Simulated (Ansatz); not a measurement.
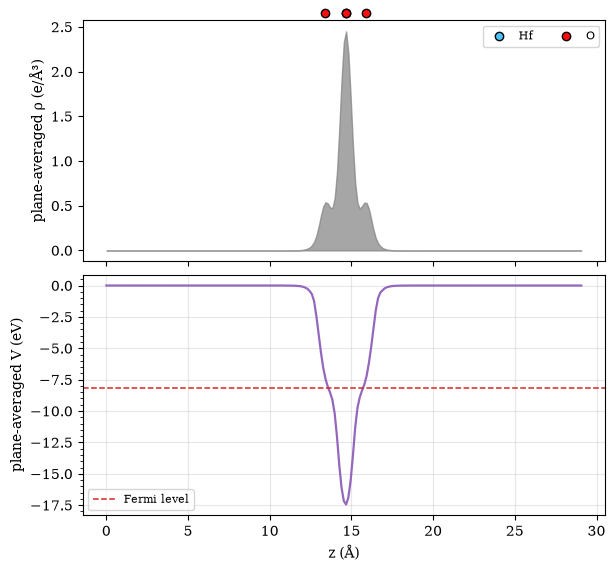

Figure 1: HfO3. Plane average of the electrostatic potential (local pseudopotential plus Hartree) felt by an electron and of the valence charge density (pseudo) across the slab. Circles mark the heights of the atoms.

A structure generated by program, which may or may not match a known phase.

All numbers below come from DFT PBE, scalar-relativistic, plane waves, PAW in Ansatz.

```xyz
4
Lattice="3.3492 0.0000 0.0000 0.0000 4.1174 0.0000 0.0000 0.0000 29.2072" Properties=species:S:1:pos:R:3 pbc="T T T"
Hf    0.0000    0.0000    8.4999
O     1.6746    0.0000    9.7462
O     0.0000    2.0587    8.4999
O     1.6746    0.0000    7.2539
```

**What is the work function?**

The potential is flat in the vacuum, 8.18 eV above the Fermi level; this is the work function, the same on both faces.

**How thick is the slab, and how wide the vacuum?**

The outermost nuclei are 2.5 Å apart, in 3 atomic planes; the vacuum between periodic images is 26.7 Å wide.
